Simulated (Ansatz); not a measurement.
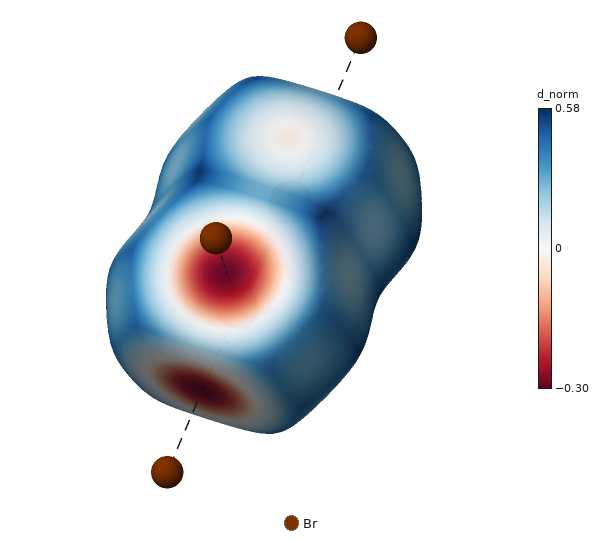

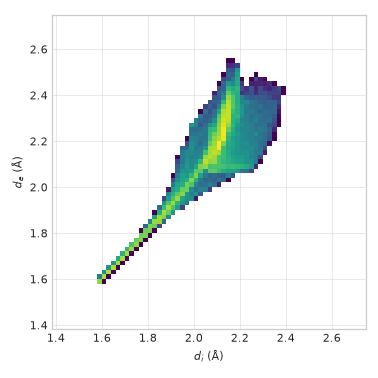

Hirshfeld surface computed for the Br₂ molecule in Br in space group Cmce, coloured by d_norm. Dashed lines lead to the closest neighbours outside. The second picture is its fingerprint plot, coloured by area on a logarithmic scale (dark little, yellow much).

The surface is where the fragment's share of the procrystal density (the sum of the densities of spherically averaged neutral Hartree-Fock atoms) equals one half. d_i and d_e are the distances from the surface to the nearest nucleus inside and outside; d_norm adds both, each measured against its van der Waals radius (Alvarez: Br 1.86 Å), so red marks contacts shorter than the sum of radii, white equal and blue longer.

Origin of the cell: coordinates from a relaxation with DFT r2SCAN, scalar-relativistic, plane waves, PAW in Ansatz.

```
CELL_PARAMETERS angstrom
7.10147 0.00000 0.00000
0.00000 4.25464 0.00000
0.00000 0.00000 8.75330
ATOMIC_POSITIONS crystal
Br 0.50000 0.35998 0.11584
Br 0.50000 0.85998 0.38416
Br 0.50000 0.64002 0.88416
Br 0.50000 0.14002 0.61584
Br 0.00000 0.85998 0.11584
Br 0.00000 0.35998 0.38416
Br 0.00000 0.14002 0.88416
Br 0.00000 0.64002 0.61584
```

Which contact with the surroundings is the closest relative to the atoms' sizes?

Answer. Br···Br at 3.17 Å, 85 % of the sum of the van der Waals radii.

How is the surface shared among contacts (both directions of a pair summed)?

Answer. Br···Br 100 %.

Give the size and shape of the surface.

Answer. It encloses about 62 Å³, has an area of about 82 Å² and a globularity of 0.93 (1 for a sphere).

Where does the fingerprint reach closest to the origin?

Answer. The smallest d_i + d_e is about 3.2 Å, which belongs to the shortest contact, Br···Br at 3.17 Å; d_e runs from 1.58 to 2.54 Å.
